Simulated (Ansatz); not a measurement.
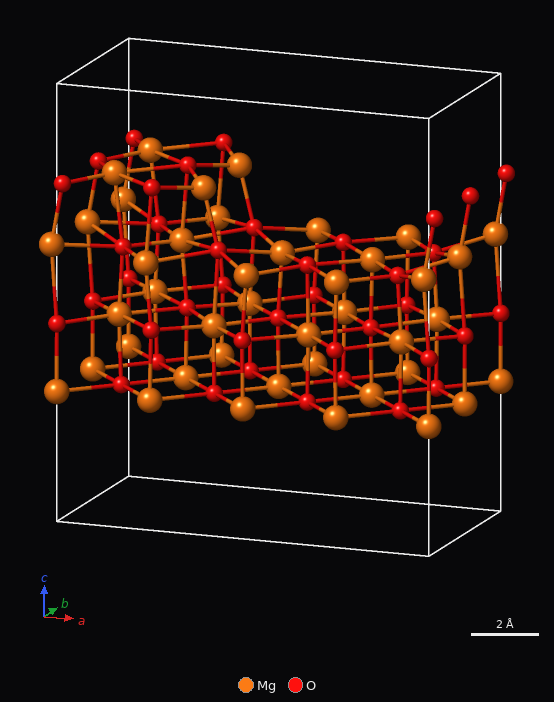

Figure 1. The input geometry (ball-and-stick view of the 1 × 2 repeat of the cell, with the vacuum cut short, seen slightly off an axis).

**MgO: single-point calculation (part 1 of 2)**

The run: single-point calculation of MgO (slab, 28 atoms in the cell). Method and program: DFT, PBE, plane waves, PAW, spin-polarised (Ansatz 0.2.0).

The structure derives from an entry of the Crystallography Open Database. Figures and captions count atoms from 1; the log counts them from 0 in places.

**Input file**
```yaml
crystal:
  lattice:
    - [12.0312932432, 0.0, 0.0]
    - [0.0, 3.0078233108, 0.0]
    - [0.0, 0.0, 18.380556779]
  atoms:
    - { symbol: Mg, position: [0.0, 0.0, 0.081607974], spin: 1.0 }
    - { symbol: Mg, position: [0.1192761295, 0.5, 0.2005598424], spin: 1.0 }
    - { symbol: O, position: [0.0005685602, 0.0, 0.1964725525], spin: 3.0 }
    - { symbol: O, position: [0.125, 0.5, 0.081607974], spin: 3.0 }
    - { symbol: Mg, position: [0.25, 1.0, 0.081607974], spin: 3.0 }
    - { symbol: Mg, position: [0.3740483363, 0.5, 0.195929174], spin: 3.0 }
    - { symbol: O, position: [0.2538040593, 1.0, 0.2003786525], spin: 2.0 }
    - { symbol: O, position: [0.375, 0.5, 0.081607974], spin: 3.0 }
    - { symbol: Mg, position: [0.5, 1.0, 0.081607974], spin: 3.0 }
    - { symbol: Mg, position: [0.6286254888, 0.5, 0.1956465074], spin: 3.0 }
    - { symbol: O, position: [0.4982878793, 1.0, 0.197509575], spin: 3.0 }
    - { symbol: O, position: [0.625, 0.5, 0.081607974], spin: 3.0 }
    - { symbol: Mg, position: [0.75, 1.0, 0.081607974], spin: 3.0 }
    - { symbol: Mg, position: [0.8777986229, 0.5, 0.1983679389], spin: 1.0 }
    - { symbol: O, position: [0.7476566703, 1.0, 0.1955706783], spin: 1.0 }
    - { symbol: O, position: [0.875, 0.5, 0.081607974], spin: 3.0 }
    - { symbol: Mg, position: [-0.0138996537, 0.0, 0.3297041727], spin: 3.0 }
    - { symbol: O, position: [0.1294970415, 0.5, 0.3152031203], spin: 1.0 }
    - { symbol: Mg, position: [0.2393568326, 1.0, 0.3134932996], spin: 1.0 }
    - { symbol: O, position: [0.3855591391, 0.5, 0.3243580015], spin: 1.0 }
    - { symbol: Mg, position: [0.5095862901, 1.0, 0.3078605535], spin: 2.0 }
    - { symbol: O, position: [0.625176473, 0.5, 0.3134015237], spin: 3.0 }
    - { symbol: Mg, position: [0.7521177773, 1.0, 0.3107825545], spin: 1.0 }
    - { symbol: O, position: [0.8681081626, 0.5, 0.3100827254], spin: 3.0 }
    - { symbol: Mg, position: [0.106816574, 0.5, 0.43887174], spin: 2.0 }
    - { symbol: O, position: [0.0154919022, 0.0, 0.434151626], spin: 1.0 }
    - { symbol: Mg, position: [0.3462826953, 0.5, 0.427480338], spin: 2.0 }
    - { symbol: O, position: [0.2557448535, 1.0, 0.4415209276], spin: 3.0 }
kpoints:
  mp_grid: { grid: [2, 8, 1] }
hamiltonian:
  xc: pbe
scf:
  occupations: { method: tetrahedron }
output:
  forces: true
  eigenvalues: true
efield:
  axis: 3
  dipole_correction: true
  ramp_width: 0.04
accuracy: medium
magnetization:
  spin_polarized: true
```

Machine: 4 threads of Intel Xeon (Sapphire Rapids), 64 GiB of memory available, shared host.

Launched with:
```bash
ansatz run input.yaml --threads 4 --pin off --max-ram 12288MiB --backend cpu --events-out ev --progress --plain --runs-dir out
```

**Output**
```
Warning: output.forces, output.stress, relax.cell or npt_langevin: where a Kohn–Sham band that disperses or a degenerate level is filled in part under the method tetrahedron, the forces or the stress that this run publishes need not agree with its energy (scf.occupations.method in the input reference, under Limitations); prefer a smearing scheme for the forces or the stress
band count auto-derived: 174 (N_el = 224.0; filled up to band 112; 172 by the electrons, moments and atoms)
Engine: ansatz 0.2.0, x86_64-unknown-linux-gnu
Pseudopotentials: kind: paw
Pseudopotential: Mg, paw, valence charge 10, recommended cutoff 420 eV (normal), Mg.paw.azcp
Pseudopotential: O, paw, valence charge 6, recommended cutoff 420 eV (normal), O.paw.azcp
Functional definition: PBE
  parameter kappa = 0.804
  parameter beta = 0.06672455060314922
  exchange = pbe_x(kappa = kappa, mu = beta*pi^2/3)
  correlation = pbe_c(beta = beta)
Crystal: 28 atoms, lattice volume = 665.156 Å³
Basis set: ecut = 420 eV, 12931 PW (Γ), exchange–correlation on 162×48×250 points (8 copies of the dense FFT grid, shifted against one another)
Bands: 174, of which v1, the nominal top of the filled ones, is band 112 counted from 1 (111 counted from 0)
Symmetry: 2 space group operations
k-points: 10 of 16
Non-local potential: Mg, projectors of the file, l = 0: 3, l = 1: 2, l = 2: 1
Non-local potential: O, projectors of the file, l = 0: 2, l = 1: 2, l = 2: 1
PAW form: soft (Blöchl's): semilocal exchange-correlation on the pseudo side does not see the compensation charge
PAW one-centre angular grid: Mg, 110 points (default); XC on 64 Gauss nodes
PAW one-centre angular grid: O, 110 points (default); XC on 64 Gauss nodes
Initial density: superposition of atomic densities (neutral atoms: chi_scale 0, normalization atom)
Starting moments: Σ|m| = 62 μB on 28 of 28 sites
Initial wavefunctions: pseudopotential atomic-orbital guess
Functional: x = pbe(κ = 0.804, μ = 0.2195149727645171), c = pbe(β = 0.06672455060314922)
SCF iter   1: F=—  HF=-34877.209898 eV  |F-HF|=—  |Δ(HF+E_count)|=         —  Δρ=2.14e-1 (↑1.73e-1 ↓2.14e-1)  dr2=9.22e1  dr2_m=2.14e2  M=0.000 μB ∫|m|=5.979 μB  β_m=0.30  ethr=3.10e-3  p=-0.000 e·Å  D=-4.82e-6 V/Å  ΔV_dip=0.00 eV  dr2_dipole=1.94e-2  V_vac-E_F(+/−)=9.98/9.98 eV  ⟨swp⟩=10.7  Hψ=18344  notcnv=0  defer=193
efield: sawtooth ramp at fractional position 0.7416 (placed from the atoms, in the widest stretch of the axis that holds none; the zero of the levels goes with the place), width 0.0400; the density the first Hamiltonian is built on has a dipole p = -0.000 e·Å; the dipole correction subtracts the counter field D = -4.82e-6 V/Å, which shifts the + side's vacuum level by +0.00 eV against the − side's; the planar-averaged density in the ramp window peaks in size at 2.9e-5 e/Å³
preconditioner: auto → Resta (q_TF=auto, 2.276 Å⁻¹)  ε∞=1.7  [insulator: Δε(μ)=3.072 eV  Ē_g=18.520 eV  n_scr=118 (ndim 8)  ℏωp=15.2 eV  f_vac=0.497  ε∞_Penn≈1.7  vacuum switching on, ρ_ref=2.5e-2 e/Å³]
spin=Collinear: Resta preconditioning applied to the charge; magnetization (m = ρ↑ − ρ↓) channel mixes plain (no charge-response kernel on spin).
SCF iter   2: F=—  HF=-34884.207920 eV  |F-HF|=—  |Δ(HF+E_count)|=    7.00e0  Δρ=1.38e-1 (↑1.31e-1 ↓1.38e-1)  dr2=1.26e1  dr2_m=1.08e2  M=0.000 μB ∫|m|=4.874 μB  β_m=0.30  ethr=3.10e-3  p=-0.076 e·Å  D=-2.06e-2 V/Å  ΔV_dip=0.38 eV  dr2_dipole=3.07e-3  V_vac-E_F(+/−)=6.96/6.58 eV  ⟨swp⟩=3.5  Hψ=7723  notcnv=0  defer=578  κ⁻¹=1.0e0(r=1)
SCF iter   3: F=—  HF=-34896.173389 eV  |F-HF|=—  |Δ(HF+E_count)|=    1.20e1  Δρ=9.82e-2 (↑9.82e-2 ↓9.31e-2)  dr2=2.82e0  dr2_m=5.48e1  M=0.491 μB ∫|m|=4.138 μB  β_m=0.30  ethr=3.10e-3  p=-0.118 e·Å  D=-3.21e-2 V/Å  ΔV_dip=0.59 eV  dr2_dipole=8.84e-5  V_vac-E_F(+/−)=4.51/3.92 eV  ⟨swp⟩=3.9  Hψ=7385  notcnv=0  defer=579  κ⁻¹=4.1e-2(r=2)
SCF iter   4: F=—  HF=-34903.326279 eV  |F-HF|=—  |Δ(HF+E_count)|=    7.15e0  Δρ=6.97e-2 (↑6.97e-2 ↓6.77e-2)  dr2=1.84e0  dr2_m=2.84e1  M=0.000 μB ∫|m|=3.097 μB  β_m=0.30  ethr=1.26e-3  p=-0.128 e·Å  D=-3.47e-2 V/Å  ΔV_dip=0.64 eV  dr2_dipole=5.16e-4  V_vac-E_F(+/−)=5.40/4.76 eV  ⟨swp⟩=2.9  Hψ=5514  notcnv=0  defer=579  κ⁻¹=1.8e-2(r=3)
SCF iter   5: F=—  HF=-34906.816367 eV  |F-HF|=—  |Δ(HF+E_count)|=    3.49e0  Δρ=4.91e-2 (↑4.91e-2 ↓4.88e-2)  dr2=5.63e-1  dr2_m=1.45e1  M=0.000 μB ∫|m|=2.484 μB  β_m=0.30  ethr=8.23e-4  p=-0.152 e·Å  D=-4.12e-2 V/Å  ΔV_dip=0.76 eV  dr2_dipole=2.94e-5  V_vac-E_F(+/−)=4.71/3.95 eV  ⟨swp⟩=3.5  Hψ=4803  notcnv=0  defer=578  κ⁻¹=1.4e-3(r=4)
SCF iter   6: F=—  HF=-34908.631431 eV  |F-HF|=—  |Δ(HF+E_count)|=    1.82e0  Δρ=3.53e-2 (↑3.50e-2 ↓3.53e-2)  dr2=2.90e-2  dr2_m=7.53e0  M=0.000 μB ∫|m|=1.963 μB  β_m=0.30  ethr=2.51e-4  p=-0.160 e·Å  D=-4.35e-2 V/Å  ΔV_dip=0.80 eV  dr2_dipole=2.51e-6  V_vac-E_F(+/−)=3.92/3.12 eV  ⟨swp⟩=4.2  Hψ=4895  notcnv=0  defer=578  κ⁻¹=1.0e-4(r=5)
SCF iter   7: F=—  HF=-34909.609031 eV  |F-HF|=—  |Δ(HF+E_count)|=   9.78e-1  Δρ=2.56e-2 (↑2.54e-2 ↓2.56e-2)  dr2=4.81e-3  dr2_m=3.95e0  M=0.033 μB ∫|m|=1.538 μB  β_m=0.30  ethr=1.29e-5  p=-0.160 e·Å  D=-4.34e-2 V/Å  ΔV_dip=0.80 eV  dr2_dipole=9.11e-8  V_vac-E_F(+/−)=3.90/3.10 eV  ⟨swp⟩=3.8  Hψ=7478  notcnv=0  defer=581
Mixer restart at iter 7: flushing history
spin-set hold released at iteration 7 (site moments contracting): the magnetisation degrees of freedom join the quasi-Newton model from the next iteration; the mixer history was flushed
SCF iter   8: F=—  HF=-34910.112792 eV  |F-HF|=—  |Δ(HF+E_count)|=   5.04e-1  Δρ=1.86e-2 (↑1.84e-2 ↓1.86e-2)  dr2=8.42e-3  dr2_m=2.08e0  M=0.000 μB ∫|m|=1.214 μB  β_m=0.48  ethr=2.15e-6  p=-0.160 e·Å  D=-4.36e-2 V/Å  ΔV_dip=0.80 eV  dr2_dipole=5.98e-6  V_vac-E_F(+/−)=3.97/3.16 eV  ⟨swp⟩=4.5  Hψ=7055  notcnv=0  defer=581  κ⁻¹=1.0e0(r=1)
SCF iter   9: F=—  HF=-34910.747481 eV  |F-HF|=—  |Δ(HF+E_count)|=   6.35e-1  Δρ=5.10e-3 (↑4.84e-3 ↓5.10e-3)  dr2=1.32e0  dr2_m=1.91e-2  M=0.000 μB ∫|m|=0.317 μB  β_m=0.34  ethr=2.15e-6  p=-0.165 e·Å  D=-4.49e-2 V/Å  ΔV_dip=0.83 eV  dr2_dipole=4.22e-5  V_vac-E_F(+/−)=3.80/2.98 eV  ⟨swp⟩=6.2  Hψ=8579  notcnv=0  defer=581  κ⁻¹=5.9e-2(r=2)
SCF iter  10: F=—  HF=-34910.700310 eV  |F-HF|=—  |Δ(HF+E_count)|=   4.72e-2  Δρ=1.75e-3 (↑1.75e-3 ↓1.63e-3)  dr2=1.22e-2  dr2_m=1.62e-2  M=0.000 μB ∫|m|=0.279 μB  β_m=0.30  ethr=2.15e-6  p=-0.165 e·Å  D=-4.49e-2 V/Å  ΔV_dip=0.83 eV  dr2_dipole=2.59e-6  V_vac-E_F(+/−)=4.09/3.26 eV  ⟨swp⟩=5.0  Hψ=8186  notcnv=0  defer=580  κ⁻¹=3.4e-4(r=3)
SCF iter  11: F=—  HF=-34910.707903 eV  |F-HF|=—  |Δ(HF+E_count)|=   7.59e-3  Δρ=9.97e-4 (↑9.97e-4 ↓9.94e-4)  dr2=3.77e-3  dr2_m=5.64e-3  M=0.000 μB ∫|m|=0.170 μB  β_m=0.30  ethr=2.15e-6  p=-0.163 e·Å  D=-4.44e-2 V/Å  ΔV_dip=0.82 eV  dr2_dipole=2.05e-7  V_vac-E_F(+/−)=4.04/3.22 eV  ⟨swp⟩=3.8  Hψ=5033  notcnv=0  defer=580  κ⁻¹=2.2e-4(r=4)
SCF iter  12: F=—  HF=-34910.712054 eV  |F-HF|=—  |Δ(HF+E_count)|=   4.15e-3  Δρ=2.77e-4 (↑2.77e-4 ↓2.17e-4)  dr2=3.31e-4  dr2_m=1.85e-4  M=0.000 μB ∫|m|=0.038 μB  β_m=0.30  ethr=1.68e-6  p=-0.163 e·Å  D=-4.43e-2 V/Å  ΔV_dip=0.81 eV  dr2_dipole=5.21e-7  V_vac-E_F(+/−)=3.98/3.17 eV  ⟨swp⟩=3.9  Hψ=5305  notcnv=0  defer=580  κ⁻¹=5.9e-5(r=5)
SCF iter  13: F=—  HF=-34910.712174 eV  |F-HF|=—  |Δ(HF+E_count)|=   1.20e-4  Δρ=1.35e-4 (↑1.35e-4 ↓7.75e-5)  dr2=1.04e-4  dr2_m=2.28e-5  M=0.000 μB ∫|m|=0.015 μB  β_m=0.31  ethr=1.48e-7  p=-0.163 e·Å  D=-4.44e-2 V/Å  ΔV_dip=0.82 eV  dr2_dipole=8.45e-10  V_vac-E_F(+/−)=3.97/3.16 eV  ⟨swp⟩=3.8  Hψ=5188  notcnv=0  defer=580  κ⁻¹=1.3e-5(r=6)
SCF iter  14: F=—  HF=-34910.712198 eV  |F-HF|=—  |Δ(HF+E_count)|=   2.38e-5  Δρ=5.84e-5 (↑5.84e-5 ↓4.84e-5)  dr2=4.99e-5  dr2_m=8.68e-6  M=0.000 μB ∫|m|=0.009 μB  β_m=0.32  ethr=4.66e-8  p=-0.163 e·Å  D=-4.44e-2 V/Å  ΔV_dip=0.82 eV  dr2_dipole=7.15e-8  V_vac-E_F(+/−)=3.97/3.15 eV  ⟨swp⟩=3.8  Hψ=5135  notcnv=0  defer=580  κ⁻¹=1.4e-6(r=7)
SCF iter  15: F=—  HF=-34910.712275 eV  |F-HF|=—  |Δ(HF+E_count)|=   7.70e-5  Δρ=3.55e-5 (↑3.04e-5 ↓3.55e-5)  dr2=2.00e-5  dr2_m=4.55e-6  M=0.000 μB ∫|m|=0.006 μB  β_m=0.30  ethr=2.23e-8  p=-0.163 e·Å  D=-4.44e-2 V/Å  ΔV_dip=0.82 eV  dr2_dipole=1.08e-8  V_vac-E_F(+/−)=3.96/3.15 eV  ⟨swp⟩=3.5  Hψ=5178  notcnv=0  defer=580  κ⁻¹=1.6e-7(r=8)
SCF iter  16: F=—  HF=-34910.712283 eV  |F-HF|=—  |Δ(HF+E_count)|=   7.44e-6  Δρ=1.73e-5 (↑1.47e-5 ↓1.73e-5)  dr2=8.23e-7  dr2_m=1.53e-6  M=0.000 μB ∫|m|=0.003 μB  β_m=0.30  ethr=8.91e-9  p=-0.163 e·Å  D=-4.43e-2 V/Å  ΔV_dip=0.81 eV  dr2_dipole=3.30e-9  V_vac-E_F(+/−)=3.96/3.14 eV  ⟨swp⟩=4.7  Hψ=5557  notcnv=0  defer=580  κ⁻¹=3.1e-8(r=8)
SCF iter  17: F=—  HF=-34910.712285 eV  |F-HF|=—  |Δ(HF+E_count)|=   2.79e-6  Δρ=9.79e-6 (↑9.79e-6 ↓6.50e-6)  dr2=6.09e-7  dr2_m=3.68e-7  M=0.000 μB ∫|m|=0.001 μB  β_m=0.30  ethr=3.67e-10  p=-0.163 e·Å  D=-4.43e-2 V/Å  ΔV_dip=0.81 eV  dr2_dipole=5.16e-10  V_vac-E_F(+/−)=3.96/3.14 eV  ⟨swp⟩=6.0  Hψ=7402  notcnv=0  defer=580  κ⁻¹=1.4e-8(r=8)
SCF iter  18: F=—  HF=-34910.712286 eV  |F-HF|=—  |Δ(HF+E_count)|=   4.97e-7  Δρ=4.20e-6 (↑4.20e-6 ↓2.44e-6)  dr2=2.73e-7  dr2_m=4.36e-8  M=0.000 μB ∫|m|=0.000 μB  β_m=0.30  ethr=2.72e-10  p=-0.163 e·Å  D=-4.43e-2 V/Å  ΔV_dip=0.81 eV  dr2_dipole=8.44e-10  V_vac-E_F(+/−)=3.96/3.14 eV  ⟨swp⟩=5.0  Hψ=6019  notcnv=0  defer=580  κ⁻¹=4.5e-7(r=8)
iter 19 did not close the SCF: its close was put off for a magnetic moment that had not settled (scf_convergence_deferred on its scf_iter line)
SCF iter  19: F=-34910.712286 eV  HF=-34910.712286 eV  |F-HF|=1.45e-8  |Δ(HF+E_count)|=   3.30e-8  Δρ=1.78e-6 (↑1.78e-6 ↓1.41e-6)  dr2=6.28e-9  dr2_m=1.45e-8  M=0.000 μB ∫|m|=0.000 μB  β_m=0.30  ethr=4.46e-11  p=-0.163 e·Å  D=-4.43e-2 V/Å  ΔV_dip=0.81 eV  dr2_dipole=2.30e-11  V_vac-E_F(+/−)=3.96/3.14 eV  ⟨swp⟩=12.2  Hψ=19956  notcnv=0  κ⁻¹=2.4e-6(r=8)
iter 20 did not close the SCF: its close was put off for a magnetic moment that had not settled (scf_convergence_deferred on its scf_iter line)
SCF iter  20: F=-34910.712286 eV  HF=-34910.712286 eV  |F-HF|=5.54e-9  |Δ(HF+E_count)|=   1.95e-8  Δρ=7.81e-7 (↑7.81e-7 ↓7.73e-7)  dr2=9.87e-10  dr2_m=3.52e-9  M=0.000 μB ∫|m|=0.000 μB  β_m=0.30  ethr=2.80e-12  p=-0.163 e·Å  D=-4.43e-2 V/Å  ΔV_dip=0.81 eV  dr2_dipole=5.11e-11  V_vac-E_F(+/−)=3.96/3.14 eV  ⟨swp⟩=1.6  Hψ=9822  notcnv=0  κ⁻¹=6.2e-6(r=8)
SCF iter  21: F=-34910.712286 eV  HF=-34910.712286 eV  |F-HF|=4.07e-10  |Δ(HF+E_count)|=   6.35e-9  Δρ=2.23e-7 (↑1.79e-7 ↓2.23e-7)  dr2=1.73e-10  dr2_m=2.01e-10  M=0.000 μB ∫|m|=0.000 μB  ethr=1.00e-12  p=-0.163 e·Å  D=-4.43e-2 V/Å  ΔV_dip=0.81 eV  dr2_dipole=4.66e-16  V_vac-E_F(+/−)=3.96/3.14 eV  ⟨swp⟩=1.0  Hψ=10766  notcnv=0
SCF 1 converged in 21 iterations: F = -34910.712286 eV  dr2 = 1.73e-10
  greatest PAW one-centre occupation: 1.000 electrons in one spin orbital (limit 2), on the Mg atom at site 26 (counted from 0), in its partial waves of l = 1
```

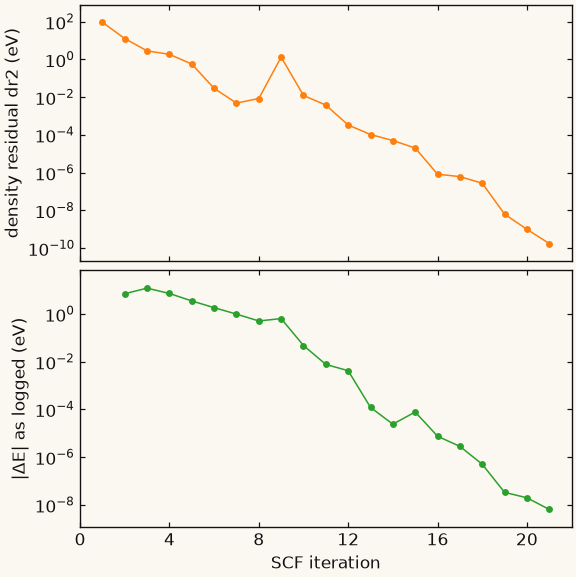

Figure 2. Convergence of the self-consistent field: density residual dr2 and size of the energy change against the SCF iteration. The residual comes down, with one marked jump up, by a factor of about 150, at step 9.

```
WARN: the starting moments were not kept: the SCF closed with an absolute magnetisation of 1.7e-5 μB, where they sum to 62 μB in size (28 sites). That is at most 0.1 of that sum. Measured as dr2_m measures the in/out step, that magnetisation stands 3.6e-11 eV from none, at or under the dr2_threshold of 1.0e-7 eV: it is no larger than a step whose dr2_m would equal this threshold. The system may hold no moment; this SCF shows only that its start led to no more than that. To try another start: raise the starting moments (crystal.atoms[].spin, magnetization.per_species, magnetization.initial_magnetization, or on a non-collinear deck that types none of these the spinor_matrix: blocks that start its atoms; where the total moment is fixed, keep their sum and leave initial_magnetization as it is; typed ones take the place of any that the run laid by itself, positive ones on a crystal's lanthanoids without a Hubbard term where scf.initial_density.shell_occupations: [] is typed) or, if the notice of its spin-set hold's release reads "site moments contracting" or "site moments show no strong build", lengthen the hold (scf.mixing.spin_hold: { on: { confirm: 4 } }; for m-r²SCAN on two components see the key's manual first). Each may lead to a state that holds a moment. A second SCF, from the converged charge density, with the starting moments and any scf.initial_density.shell_occupations laid on it anew, would have followed, and was not run: the deck does not ask for one (magnetization.retry_lost_moments is false, the default). To let it run, set magnetization.retry_lost_moments: true and run the deck again, where that key's refused combinations let it; where memory then withholds it, that run's warning says so.
this state was not tested for a lower state beside it, because cold or Methfessel-Paxton smearing, or corrected tetrahedra, fill the levels in a way that the test cannot read (fill_not_monotonic; see scf.lower_state_search)
SCF converged after 21 iterations
Magnetization: 0.0000 μB (112.0000 up, 112.0000 down)
Absolute magnetization: 0.0000 μB (∫|ρ↑−ρ↓|, with the PAW one-centre terms)
Spin contamination: 0.0000 ħ² per cell (⟨S²⟩ above its minimum at these occupations)
```
